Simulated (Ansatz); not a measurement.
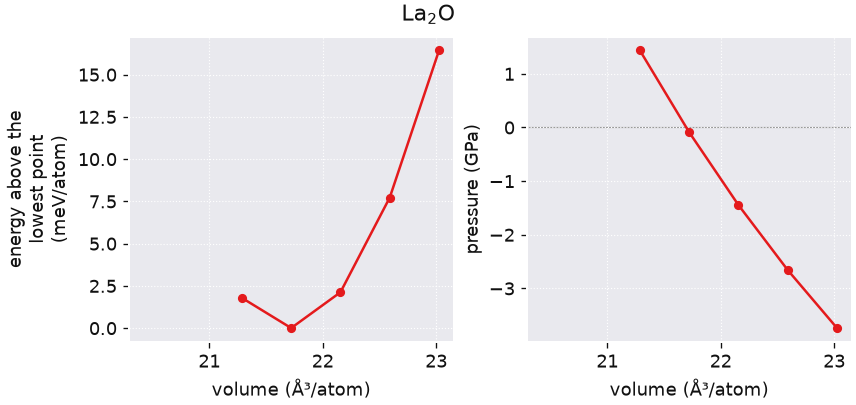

The figure shows the energy above the lowest point and pressure against volume for La₂O, space group Fm-3m (No. 225) (one of a set of cubic test structures, which need not be the stable phase).

Calculation (Ansatz 0.2.0 development build): equation of state of a cubic crystal from periodic Kohn-Sham density functional theory without spin, third-order Birch-Murnaghan fit to the free energies; pressure corrected for the finite basis. Level: PBE.

structure type antifluorite; atoms in cell 3; space group number 225; lattice centring face-centred primitive; k mesh 29×29×29; occupation method Fermi–Dirac; occupation width 0.06123 eV; wave cutoff 420 eV; datasets soft-1 PAW; density tolerance 1e−07 eV; bands 18; density cutoff ratio 4; search for lower states default.

The points at volume 20.42 Å³/atom and 20.85 Å³/atom are left out of the plot. What values does the calculation give there?

```tsv
volume (Å³/atom)	energy above the lowest point (meV/atom)	pressure (GPa)
20.42	19.0	5.062
20.85	8.0	3.145
```

Caveats: cubic model structure, not the ambient form.
